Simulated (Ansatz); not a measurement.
## Electronic structure of Ta3N in real space

```yaml
crystal:
  lattice:
    - [5.67458, 0.00000, 0.00000]
    - [-2.83729, 4.91433, 0.00000]
    - [0.00000, 0.00000, 2.80212]
  atoms:
    - { symbol: Ta, position: [0.49366, 0.50634, 0.00000] }
    - { symbol: Ta, position: [0.49366, 0.98732, 0.00000] }
    - { symbol: Ta, position: [0.01268, 0.50634, 0.00000] }
    - { symbol: N, position: [0.66667, 0.33333, 0.50000] }
```

Space group P-6m2; a structure generated by program, which may or may not match a known phase.

All numbers below come from DFT PBE, scalar-relativistic, plane waves, PAW (Ansatz 0.2.0).

In a PAW calculation such maps are meaningful between the atoms, not at the nuclei.

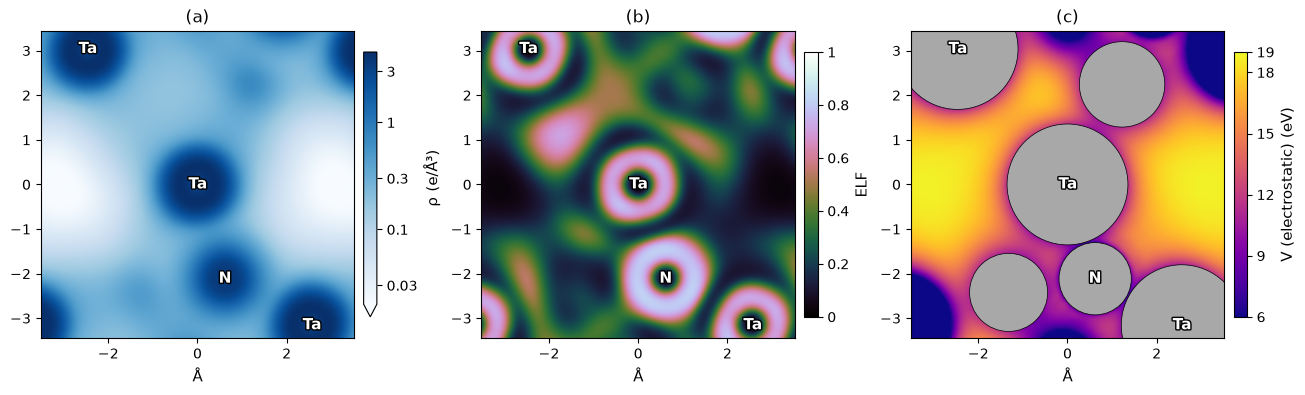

Figure 1. (a) valence charge density (pseudo); (b) electron localisation function; (c) electrostatic potential (local pseudopotential plus Hartree) felt by an electron on the (111) plane of the conventional cell. Grey discs cover the atomic cores in the potential map.

What does the map show?

Atoms in the plane: Ta and N.
Ta–N (2.20 Å): ρ is about 0.56 e/Å³ halfway; the ELF peaks at about 0.80 in the valence shell of N, 0.6 Å from its nucleus, and is about 0.15 at the midpoint (no shared electron pair shows on this line).
Between the atoms the lowest density in this plane is 0.02 e/Å³.
The ELF has a maximum of about 0.70 in the space between the atoms, 2.0 Å from four Ta atoms, on no atom or two-centre bond.
The features right at Ta lie inside the PAW spheres, where the map follows smoothed inner orbitals and isn't to be read closely.
Outside the cores the potential energy rises away from the atoms and is highest about 3.1 Å from the nearest atoms; its zero is arbitrary.

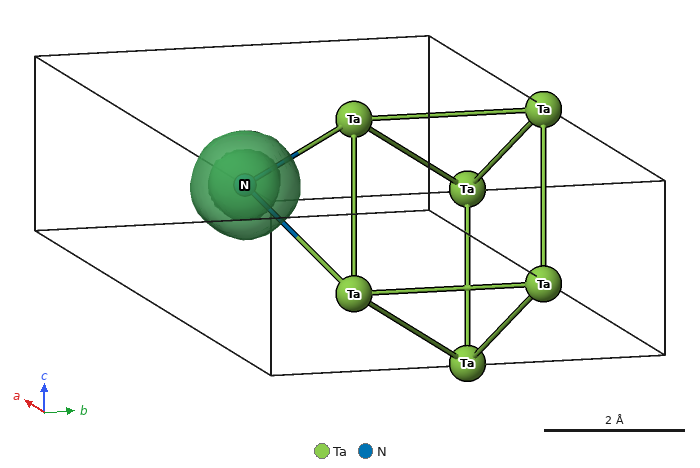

Figure 2. Isosurface of the electron localisation function at 0.75 (green), seen at an oblique angle. Only the valence region is drawn (cores and ρ < 0.01 e/Å³ removed). Sticks mark near contacts.

Where are the electrons localised?

The ELF exceeds this value in one region wrapped around N (its valence shell), counted in one cell of 4 atoms. Regions shared between cells count once. Along the contacts the grid gives the following. Ta–Ta (2.73 Å): the ELF is about 0.40 at the midpoint.

Does the calculation make it a metal, or give it a gap?

It is metallic or semimetallic at this level of theory: no gap opens; semilocal functionals without U, or without the true magnetic order, often close the gap of such compounds.
